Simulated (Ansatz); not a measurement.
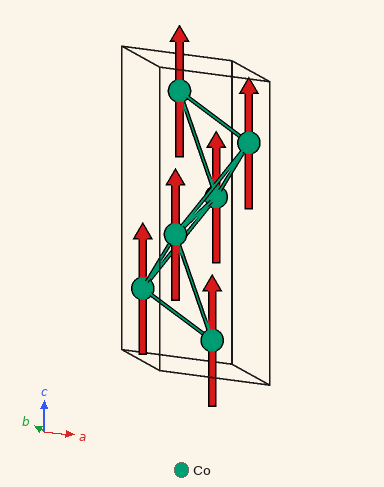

The crystal in a ball-and-stick representation, seen slightly off an axis. The box is the cell (the run's own, in a reduced setting); atoms on or close to its faces, edges and corners are drawn wherever they repeat. Arrows are the site magnetic moments above 0.25 μB; longer means larger, and red and blue are up and down (without spin-orbit coupling the axis itself is arbitrary).

This is the state reached for Co. Theory: DFT PBE, scalar-relativistic, plane waves, PAW (Ansatz). Numerical settings: plane waves up to 420 eV, k-points about 0.19 Å⁻¹ apart, Gaussian smearing of 0.1 eV, collinear spins.

**What is the magnetic arrangement?**

Ferromagnetic (within this cell). Site moments: 6 Co +1.7 μB. The net spin moment of the whole cell is 9.4 μB, including what lies between the atoms and on sites without an arrow.

The cell started as a structure listed in the Materials Project. It was relaxed with DFT PBE, scalar-relativistic, plane waves, PAW in Ansatz under a constraint or pressure on the cell, so some stress remains.
